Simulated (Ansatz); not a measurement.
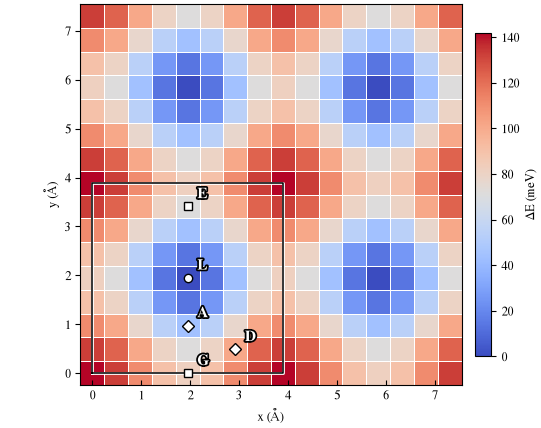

H on an AgCl(100) slab cut from the Fm-3m phase, its upper half relaxed before the scan (4 atoms of substrate and one adsorbate in a 1 × 1 cell). H is moved over the surface cell at a fixed height above a rigid substrate; the origin of the map has the adsorbate above Cl4; the height is held at 2.50 Å. Places are given modulo a cell vector. The map is drawn in real space over the plane of the surface. The grid has 8 × 8 points; 15 points were computed and 49 follow by symmetry. Energies are in meV, from the lowest grid point. With one adsorbate in each 1 × 1 cell, its nearest image is 3.9 Å away, so neighbouring adsorbates interact. At a fixed height the lowest place need not be the adsorption site. The calculation used DFT PBE+D3(BJ), scalar-relativistic, plane waves, PAW in Ansatz. Settings: cutoff 420 eV, k-mesh 7×7×1, gaussian smearing 0.05 eV, spin-polarised.

In the figure: one coloured cell a grid point, the outline of one cell of the 2 × 2 shown, lettered points.

**Is E the lowest point of the computed grid?**

No. E lies 71 meV above the lowest grid point, which is at the top site over a surface Ag atom, (4/8, 4/8) of the cell vectors.

**What kind of point is each of A, D, E, G, L: minimum, saddle, maximum or slope?**

A: on a slope; D: on a slope; E: on a slope; G: saddle point; L: minimum. (In these two coordinates alone; a stationary point may lie a little off the grid point.)
